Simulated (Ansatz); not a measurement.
**Single-point calculation, with input and output: MoS$_{2}$**

- system: MoS$_{2}$ (P6₃/mmc, 6 atoms in the cell)
- method: DFT PBE, scalar-relativistic, plane waves, PAW, spin-polarised (Ansatz 0.2.0)

The structure derives from a Materials Project entry. Figures and captions count atoms from 1; the log counts them from 0 in places.

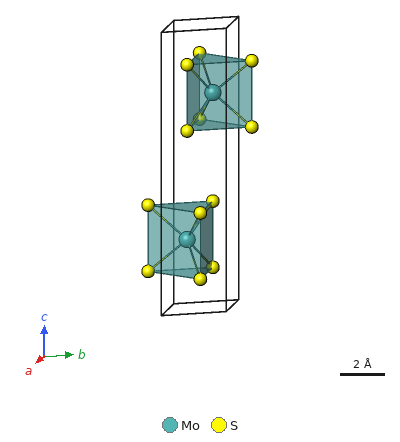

The input geometry (polyhedral view of the cell of the calculation, seen slightly off an axis; polyhedra are completed across the faces of the cell).

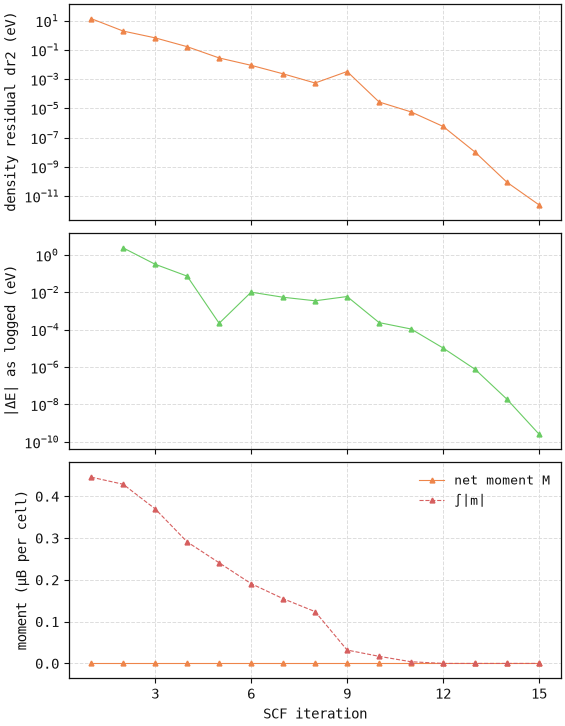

Convergence of the self-consistent field: density residual dr2, size of the energy change and magnetic moment against the SCF iteration. The residual comes down, with one marked jump up, by a factor of about 6, at step 9. The net moment stays at 0.0 μB per cell, and ∫|m| falls to zero.

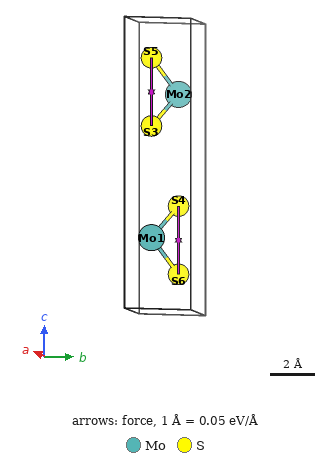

Forces on the atoms as pink arrows (ball-and-stick view of the cell of the calculation, seen at an oblique angle; atoms are numbered from 1 in the order of the input). The largest act on all 4 S atoms (0.09 eV/Å). The geometry is not a stationary point of this energy.

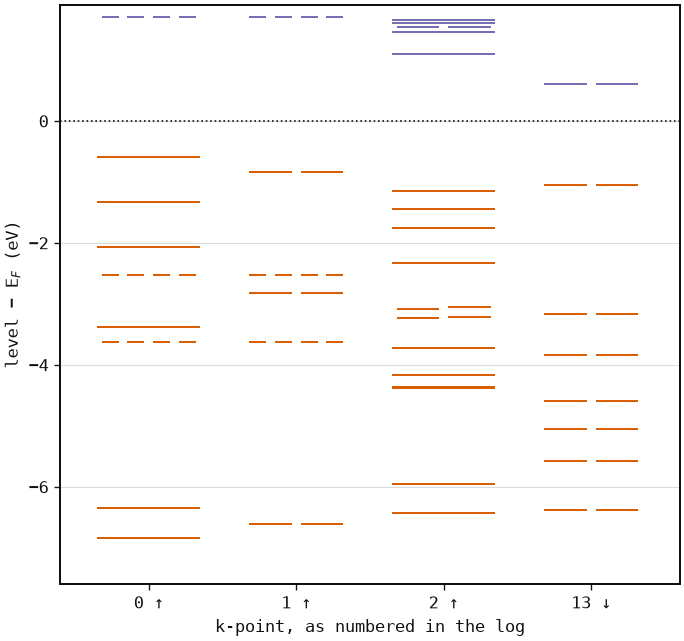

Kohn–Sham levels near the Fermi level (dotted) at the few k-points that the log prints; levels within 0.02 eV of each other stand side by side. Among these points the highest filled and lowest empty levels are 1.21 eV apart, which is the gap on the mesh.

These pictures come from the run below.

**Input file**
```yaml
crystal:
  lattice:
    - [3.1922379121, 0.0, 0.0]
    - [-1.5961189561, 2.7645591268, 0.0]
    - [0.0, 0.0, 13.378294]
  atoms:
    - { symbol: Mo, position: [0.66666667, 0.33333333, 0.25], spin: 1.0 }
    - { symbol: Mo, position: [0.33333333, 0.66666667, 0.75], spin: 1.0 }
    - { symbol: S, position: [0.66666667, 0.33333333, 0.633082] }
    - { symbol: S, position: [0.33333333, 0.66666667, 0.366918] }
    - { symbol: S, position: [0.66666667, 0.33333333, 0.866918] }
    - { symbol: S, position: [0.33333333, 0.66666667, 0.133082] }
basis:
  ecutwfc: 420
kpoints:
  mp_grid: { grid: [6, 6, 2] }
hamiltonian:
  xc: pbe
scf:
  occupations: { method: gaussian, width: 0.1 }
  lower_state_search: "off"
output:
  forces: true
  stress: true
  eigenvalues: true
  populations: true
magnetization:
  spin_polarized: true
```

Command:
```bash
ansatz run input.yaml --threads 1 --pin off --max-ram 2560MiB --backend cpu --events-out ev --progress --plain --runs-dir out
```

**What the program printed**
```
Engine: ansatz 0.2.0, x86_64-unknown-linux-gnu
Pseudopotentials: kind: paw
Pseudopotential: Mo, paw, valence charge 14, recommended cutoff 420 eV (normal), Mo.paw.azcp
Pseudopotential: S, paw, valence charge 6, recommended cutoff 420 eV (normal), S.paw.azcp
Functional definition: PBE
  parameter kappa = 0.804
  parameter beta = 0.06672455060314922
  exchange = pbe_x(kappa = kappa, mu = beta*pi^2/3)
  correlation = pbe_c(beta = beta)
Crystal: 6 atoms, lattice volume = 118.065 Å³
Basis set: ecut = 420 eV, 2325 PW (Γ), exchange–correlation on 48×48×180 points (8 copies of the dense FFT grid, shifted against one another)
Bands: 33, of which v1, the nominal top of the filled ones, is band 26 counted from 1 (25 counted from 0)
Symmetry: 24 space group operations
Space group: P63/mmc (ITA 194), of the structure as read, at distance tolerance 4.9e-5 Å
Magnetic group: BNS 194.263 (UNI 1493), of the structure as read, at distance tolerance 4.9e-5 Å
k-points: 14 of 72
Non-local potential: Mo, projectors of the file, l = 0: 3, l = 1: 2, l = 2: 2, l = 3: 1
Non-local potential: S, projectors of the file, l = 0: 2, l = 1: 2, l = 2: 2
PAW form: soft (Blöchl's): semilocal exchange-correlation on the pseudo side does not see the compensation charge
PAW one-centre angular grid: Mo, 590 points (default); XC on 64 Gauss nodes
PAW one-centre angular grid: S, 110 points (default); XC on 64 Gauss nodes
Initial density: superposition of atomic densities (chi_scale 0.1, normalization cell)
Starting moments: Σ|m| = 2 μB on 2 of 6 sites
Initial wavefunctions: pseudopotential atomic-orbital guess
Functional: x = pbe(κ = 0.804, μ = 0.2195149727645171), c = pbe(β = 0.06672455060314922)
SCF iter   1: F=—  HF=-13528.348096 eV  |F-HF|=—  |Δ(HF+E_count)|=         —  Δρ=6.41e-2 (↑6.41e-2 ↓3.08e-2)  dr2=1.37e1  dr2_m=7.44e-1  M=0.000 μB ∫|m|=0.446 μB  β_m=0.30  ethr=3.10e-3  ⟨swp⟩=6.6  Hψ=4106  notcnv=0
preconditioner: auto → Resta (q_TF=auto, 2.380 Å⁻¹)  ε∞=6.5  [insulator: Δε(μ)=0.769 eV  Ē_g=8.719 eV  σ=0.100 eV  W_gap=1.00  n_scr=28 (ndim 8)  ℏωp=20.5 eV  f_vac=0.037  D(μ)=0.00/eV (n_scr^D=0)  ε∞_Penn≈6.5]
spin=Collinear: Resta preconditioning applied to the charge; magnetization (m = ρ↑ − ρ↓) channel mixes plain (no charge-response kernel on spin).
SCF iter   2: F=—  HF=-13525.986595 eV  |F-HF|=—  |Δ(HF+E_count)|=    2.36e0  Δρ=3.25e-2 (↑3.25e-2 ↓1.92e-2)  dr2=1.93e0  dr2_m=3.68e-1  M=0.000 μB ∫|m|=0.429 μB  β_m=0.30  ethr=3.10e-3  ⟨swp⟩=2.9  Hψ=2063  notcnv=0  defer=38
SCF iter   3: F=—  HF=-13525.672817 eV  |F-HF|=—  |Δ(HF+E_count)|=   3.14e-1  Δρ=1.68e-2 (↑1.61e-2 ↓1.68e-2)  dr2=6.61e-1  dr2_m=1.90e-1  M=0.000 μB ∫|m|=0.370 μB  β_m=0.30  ethr=3.10e-3  ⟨swp⟩=2.3  Hψ=1452  notcnv=0  defer=40
SCF iter   4: F=—  HF=-13525.600039 eV  |F-HF|=—  |Δ(HF+E_count)|=   7.28e-2  Δρ=1.30e-2 (↑1.30e-2 ↓7.76e-3)  dr2=1.65e-1  dr2_m=1.04e-1  M=0.000 μB ∫|m|=0.291 μB  β_m=0.30  ethr=1.27e-3  ⟨swp⟩=2.2  Hψ=1541  notcnv=0  defer=40
SCF iter   5: F=—  HF=-13525.599821 eV  |F-HF|=—  |Δ(HF+E_count)|=   2.18e-4  Δρ=8.50e-3 (↑6.20e-3 ↓8.50e-3)  dr2=2.79e-2  dr2_m=5.58e-2  M=0.000 μB ∫|m|=0.241 μB  β_m=0.30  ethr=3.16e-4  ⟨swp⟩=2.2  Hψ=1482  notcnv=0  defer=40
SCF iter   6: F=—  HF=-13525.609905 eV  |F-HF|=—  |Δ(HF+E_count)|=   1.01e-2  Δρ=6.26e-3 (↑6.26e-3 ↓4.57e-3)  dr2=8.75e-3  dr2_m=3.12e-2  M=0.000 μB ∫|m|=0.191 μB  β_m=0.30  ethr=5.36e-5  ⟨swp⟩=2.1  Hψ=1344  notcnv=0  defer=40
SCF iter   7: F=—  HF=-13525.615307 eV  |F-HF|=—  |Δ(HF+E_count)|=   5.40e-3  Δρ=4.29e-3 (↑3.78e-3 ↓4.29e-3)  dr2=2.29e-3  dr2_m=1.74e-2  M=0.000 μB ∫|m|=0.155 μB  β_m=0.30  ethr=1.68e-5  ⟨swp⟩=2.2  Hψ=1294  notcnv=0  defer=40
Mixer restart at iter 7: flushing history
spin-set hold released at iteration 7 (site moments contracting): the magnetisation degrees of freedom join the quasi-Newton model from the next iteration; the mixer history was flushed
SCF iter   8: F=—  HF=-13525.618797 eV  |F-HF|=—  |Δ(HF+E_count)|=   3.49e-3  Δρ=3.05e-3 (↑3.02e-3 ↓3.05e-3)  dr2=5.39e-4  dr2_m=9.84e-3  M=0.000 μB ∫|m|=0.124 μB  β_m=0.65  ethr=4.40e-6  ⟨swp⟩=1.5  Hψ=1045  notcnv=0  defer=40
SCF iter   9: F=—  HF=-13525.624699 eV  |F-HF|=—  |Δ(HF+E_count)|=   5.90e-3  Δρ=9.67e-4 (↑1.25e-4 ↓9.67e-4)  dr2=3.30e-3  dr2_m=2.20e-4  M=0.000 μB ∫|m|=0.032 μB  β_m=0.56  ethr=1.04e-6  ⟨swp⟩=2.6  Hψ=1729  notcnv=0  defer=40
SCF iter  10: F=—  HF=-13525.624461 eV  |F-HF|=—  |Δ(HF+E_count)|=   2.38e-4  Δρ=2.21e-4 (↑2.21e-4 ↓2.02e-4)  dr2=2.71e-5  dr2_m=4.58e-5  M=0.000 μB ∫|m|=0.017 μB  β_m=0.78  ethr=1.04e-6  ⟨swp⟩=2.9  Hψ=1811  notcnv=0  defer=40
SCF iter  11: F=—  HF=-13525.624569 eV  |F-HF|=—  |Δ(HF+E_count)|=   1.08e-4  Δρ=4.97e-5 (↑4.34e-5 ↓4.97e-5)  dr2=5.68e-6  dr2_m=1.92e-6  M=0.000 μB ∫|m|=0.004 μB  β_m=0.89  ethr=5.21e-8  ⟨swp⟩=2.3  Hψ=1769  notcnv=0  defer=40
SCF iter  12: F=—  HF=-13525.624580 eV  |F-HF|=—  |Δ(HF+E_count)|=   1.04e-5  Δρ=8.33e-6 (↑8.33e-6 ↓7.44e-6)  dr2=5.78e-7  dr2_m=2.76e-8  M=0.000 μB ∫|m|=0.000 μB  β_m=0.94  ethr=1.09e-8  ⟨swp⟩=2.0  Hψ=1389  notcnv=0  defer=40
iter 13 did not close the SCF: its close was put off for a magnetic moment that had not settled (scf_convergence_deferred on its scf_iter line)
SCF iter  13: F=-13525.624580 eV  HF=-13525.624580 eV  |F-HF|=1.24e-8  |Δ(HF+E_count)|=   7.55e-7  Δρ=2.06e-6 (↑2.06e-6 ↓1.76e-6)  dr2=1.01e-8  dr2_m=2.91e-9  M=0.000 μB ∫|m|=0.000 μB  β_m=0.97  ethr=1.92e-10  ⟨swp⟩=8.8  Hψ=4127  notcnv=0
iter 14 did not close the SCF: its close was put off for a magnetic moment that had not settled (scf_convergence_deferred on its scf_iter line)
SCF iter  14: F=-13525.624580 eV  HF=-13525.624580 eV  |F-HF|=1.76e-10  |Δ(HF+E_count)|=   1.87e-8  Δρ=3.42e-7 (↑3.03e-7 ↓3.42e-7)  dr2=8.61e-11  dr2_m=8.85e-11  M=0.000 μB ∫|m|=0.000 μB  β_m=0.99  ethr=1.94e-11  ⟨swp⟩=1.7  Hψ=2579  notcnv=0
SCF iter  15: F=-13525.624580 eV  HF=-13525.624580 eV  |F-HF|=0.00e0  |Δ(HF+E_count)|=  2.56e-10  Δρ=4.79e-8 (↑4.79e-8 ↓4.43e-8)  dr2=2.47e-12  dr2_m=1.73e-12  M=0.000 μB ∫|m|=0.000 μB  ethr=1.00e-12  ⟨swp⟩=1.0  Hψ=2415  notcnv=0
WARN: the starting moments were not kept: the SCF closed with an absolute magnetisation of 1.9e-6 μB, where they sum to 2 μB in size (2 sites). That is at most 0.1 of that sum. Measured as dr2_m measures the in/out step, that magnetisation stands 2.2e-13 eV from none, at or under the dr2_threshold of 1.0e-7 eV: it is no larger than a step whose dr2_m would equal this threshold. The system may hold no moment; this SCF shows only that its start led to no more than that. To try another start: raise the starting moments (crystal.atoms[].spin, magnetization.per_species, magnetization.initial_magnetization, or on a non-collinear deck that types none of these the spinor_matrix: blocks that start its atoms; where the total moment is fixed, keep their sum and leave initial_magnetization as it is; typed ones take the place of any that the run laid by itself, positive ones on a crystal's lanthanoids without a Hubbard term where scf.initial_density.shell_occupations: [] is typed) or, if the notice of its spin-set hold's release reads "site moments contracting" or "site moments show no strong build", lengthen the hold (scf.mixing.spin_hold: { on: { confirm: 4 } }; for m-r²SCAN on two components see the key's manual first). Each may lead to a state that holds a moment. A second SCF, from the converged charge density, with the starting moments and any scf.initial_density.shell_occupations laid on it anew, would have followed, and was not run: the deck does not ask for one (magnetization.retry_lost_moments is false, the default). To let it run, set magnetization.retry_lost_moments: true and run the deck again, where that key's refused combinations let it; where memory then withholds it, that run's warning says so.
SCF 1 converged in 15 iterations: F = -13525.624580 eV  dr2 = 2.47e-12
  greatest PAW one-centre occupation: 0.998 electrons in one spin orbital (limit 2), on the Mo atom at site 1 (counted from 0), in its partial waves of l = 0
SCF converged after 15 iterations
Magnetization: 0.0000 μB (26.0000 up, 26.0000 down)
Absolute magnetization: 0.0000 μB (∫|ρ↑−ρ↓|, with the PAW one-centre terms)
Spin contamination: 0.0000 ħ² per cell (⟨S²⟩ above its minimum at these occupations)
Per-site moments (μB) at R_I (Å): [(1.369430850851149e-7, 0.9971415466811294), (1.3694308507731815e-7, 0.9971415466811292), (-2.501070699109765e-8, 0.9971415466811298), (-2.501070704742461e-8, 0.9971415466811294), (-2.5010707020590283e-8, 0.9971415466811292), (-2.5010707023429e-8, 0.9971415466811294)]
Free energy (F): -13525.624580 eV
Harris-Foulkes:  -13525.624580 eV  (|F-HF|=0.00e0)
Internal energy: -13525.624580 eV  (E = F + TS)
E sigma→0 (E₀):  -13525.624580 eV
Fermi energy:    9.766120 eV
--- Per-component energies (eV) ---
  E_band       = -388.316880
  E_kinetic    = 1309.083876
  E_local      = -4679.273949  (includes V_loc(G=0)·N_el)
  E_nonlocal   = 398.120973
  E_hartree    = 1849.348215
  E_xc         = -755.890954
  E_vxc        = -808.467647  (∫ρ·V_xc dr)
  E_paw        = -8802.891365  (= ΣΔE_a)
  E_vpaw       = -306.476716  (= ΣTr[D̂ρ^β])
  E_aug_tail   = 0.000086  (compensation charges beyond the density's cutoff)
  E_ewald      = -2844.121462
  E_smearing   = -0.000000  (= −TS)
  E_closure    = 0.000000  (closes the sum)
  Σ components = -13525.624580   (vs F -13525.624580, Δ=0.00e0)
--- Forces (eV/Å), atoms counted from 1 ---
  atom   1  Mo     0.00000000     0.00000000     0.00000000
  atom   2  Mo    -0.00000000    -0.00000000     0.00000000
  atom   3  S      0.00000000    -0.00000000     0.08824115
  atom   4  S     -0.00000000     0.00000000    -0.08824115
  atom   5  S     -0.00000000    -0.00000000    -0.08824115
  atom   6  S      0.00000000     0.00000000     0.08824115
  max |Σ_I F_I| component: 2.78e-17 eV/Å
--- Stress (GPa, compression-positive) ---
       -0.671126       0.000000       0.000000
       -0.000000      -0.671126       0.000000
        0.000000       0.000000      -0.252544
  P = ⅓ Tr σ = -0.5316 GPa (-5.316 kbar)
--- Band table (eV; the first three rows and the last of 28) ---
  k-point 0 ↑: bands = ["-52.1375", "-52.1375", "-26.2688", "-26.2688", "-26.0686", "-26.0686", "-26.0685", "-26.0685", "-5.3526", "-5.2620", "-4.0931", "-3.9373", "2.9215", "3.4164", "6.1417", "6.1417", "6.1454", "6.1454", "6.3814", "7.2309", "7.2309", "7.2438", "7.2438", "7.6979", "8.4311", "9.1706", "11.4693", "11.4693", "11.4785", "11.4785", "11.6909", "11.6909", "11.7446"]
  k-point 1 ↑: bands = ["-52.1375", "-52.1375", "-26.2688", "-26.2688", "-26.0686", "-26.0686", "-26.0686", "-26.0686", "-5.3097", "-5.3097", "-4.0132", "-4.0132", "3.1470", "3.1470", "6.1436", "6.1436", "6.1436", "6.1436", "6.9369", "6.9369", "7.2374", "7.2374", "7.2374", "7.2374", "8.9261", "8.9261", "11.4730", "11.4730", "11.4730", "11.4730", "11.7185", "11.7185", "11.7185"]
  k-point 2 ↑: bands = ["-52.1285", "-52.1285", "-26.2508", "-26.2508", "-26.1601", "-26.1601", "-26.0895", "-26.0895", "-4.9636", "-4.8761", "-3.9234", "-3.7869", "3.3382", "3.8124", "5.3845", "5.4100", "5.5975", "6.0494", "6.5373", "6.5477", "6.6881", "6.7059", "7.4283", "8.0071", "8.3145", "8.6150", "10.8721", "11.2227", "11.3023", "11.3027", "11.3755", "11.4269", "12.0320"]
  k-point 13 ↓: bands = ["-52.0971", "-52.0971", "-26.3389", "-26.3389", "-26.2976", "-26.2976", "-26.1876", "-26.1876", "-3.2111", "-3.2111", "-3.1228", "-3.1228", "3.3906", "3.3906", "4.1885", "4.1885", "4.7117", "4.7117", "5.1688", "5.1688", "5.9188", "5.9188", "6.5995", "6.5995", "8.7214", "8.7214", "10.3787", "10.3787", "11.7735", "11.7735", "12.2280", "12.2280", "13.5020"]
--- Löwdin populations: 6 sites ---
  site symbol       q [e]    m [muB]
     0     Mo     13.6608     0.0000
     1     Mo     13.6608     0.0000
     2      S      6.0701    -0.0000
     3      S      6.0701    -0.0000
     4      S      6.0701    -0.0000
     5      S      6.0701    -0.0000
  spilling = 0.007649 (of n_electrons = 52.000000)
```

**File populations.tsv**
```
# site	symbol	l	j	q_up	q_dn
# orbitals = lowdin
# n_electrons = 52.000000
# spilling = 0.007649
0	Mo	0_4S	-	0.983873	0.983873
0	Mo	0_5S	-	0.260154	0.260154
0	Mo	1_4P	-	2.997031	2.997031
0	Mo	2_4D	-	2.589362	2.589362
1	Mo	0_4S	-	0.983873	0.983873
1	Mo	0_5S	-	0.260154	0.260154
1	Mo	1_4P	-	2.997031	2.997031
1	Mo	2_4D	-	2.589362	2.589362
2	S	0_3S	-	0.886669	0.886669
2	S	1_3P	-	2.148406	2.148406
3	S	0_3S	-	0.886669	0.886669
3	S	1_3P	-	2.148406	2.148406
4	S	0_3S	-	0.886669	0.886669
4	S	1_3P	-	2.148406	2.148406
5	S	0_3S	-	0.886669	0.886669
5	S	1_3P	-	2.148406	2.148406
```

**Key numbers**

```json
{"quantity": "outcome", "value": "converged"}
{"quantity": "space group (tolerance 0.01 Å)", "value": "P6₃/mmc (194)"}
{"quantity": "electrons treated", "value": "52"}
{"quantity": "free energy", "value": "−13525.6246 eV"}
{"quantity": "Fermi energy", "value": "9.766 eV"}
{"quantity": "gap on the k-point mesh", "value": "1.21 eV"}
{"quantity": "net moment of the cell", "value": "0.00 μB"}
{"quantity": "integrated absolute moment", "value": "0.00 μB"}
{"quantity": "pressure", "value": "−0.53 GPa"}
{"quantity": "largest force (length of the vector)", "value": "0.088 eV/Å"}
{"quantity": "hardware", "value": "1 thread of Intel Xeon @ 2.50GHz (Skylake/Cascade Lake), 192 GiB of memory available, shared host"}
{"quantity": "wall time", "value": "11 s"}
{"quantity": "peak memory", "value": "0.48 GiB"}
```

**Notes**

The program warns: some starting moments were not kept.
